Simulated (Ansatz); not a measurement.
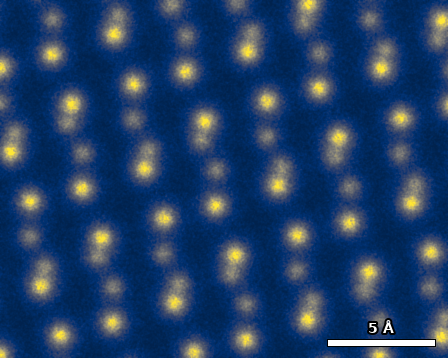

iDPC-like image of a crystal. Simulated as the projected potential of neutral atoms (B = 0.8 Å²) blurred by a 0.50 Å probe, the thin-sample limit of integrated differential phase contrast. Shot noise was added.

**Give the net of the columns and its spacings.**

The pattern repeats on an oblique net of 6.4 × 6.5 Å with an angle of 110°.

**Which plane group does this projection have?**

p2: twofold rotation points, no mirror or glide lines.

**How many columns does the smallest repeating cell hold, and how many levels of brightness?**

8 columns in the primitive cell of 38.9 Å², with 2 levels of brightness (about 100, 55 % of the brightest, counted from the darkest point).

The crystal is Se (R-3m, No. 166) seen along [100]. Model: the end point of a relaxation with Ansatz, DFT PBEsol, scalar-relativistic, plane waves, PAW; the starting structure was generated, so it need not be a known form of this composition.
